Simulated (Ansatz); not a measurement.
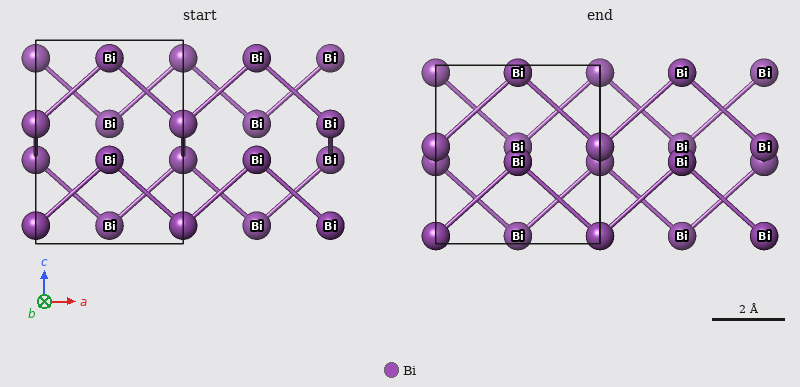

The structure of crystalline Bi (a generated structure, set up in Cmce) (coarse preliminary run) before (left) and after (right) a relaxation, at one scale.

The picture is a ball-and-stick view of the conventional cell (2 times the calculation's cell), repeated 2 × 1 × 1 with one cell outlined, seen along the b axis. Lengths and directions refer to the drawn axes.

Case: P → Bi on all its sites, cell and atoms relaxed.

The calculation used DFT r2SCAN, scalar-relativistic, plane waves, PAW (Ansatz 0.2.0). (plane-wave cutoff 500 eV; k-point mesh 6 × 6 × 4; occupations gaussian; smearing width 0.1 eV; no spin polarisation; cell and atoms relaxed; force threshold 0.05 eV/Å; at most 60 steps)

**Describe what moved and what it gained.**

The largest moves relative to the cell, 0.35 Å, are those of Bi atoms. Cell: a 4.097 → 4.566 Å (+11.4 %), b 13.682 → 12.843 Å (−6.1 %), c 5.656 → 4.964 Å (−12.2 %). Volume −8.2 %. Among the contacts that change: Bi–Bi 2.745 → 3.075 Å, Bi–Bi 2.796 → 3.019 Å. Among the angles between lasting bonds that change: Bi–Bi–Bi 103.8° → 95.4°. The space group stays Cmce (No. 64). After 5 accepted moves (6 points after the start) the energy has fallen by 453 meV per atom. The largest force component goes from 2.6 to 0.011 eV/Å. The pressure goes from 11.72 to 0.14 GPa. The SCF was repeated once at an unchanged geometry on a basis and grid sized afresh for the cell, which shifted the energy by 0.2 meV per atom at most. Cost: 110 s on 1 thread of Intel(R) Xeon(R) 6975P-C (Granite Rapids) (shared host), peak memory 1.2 GiB.
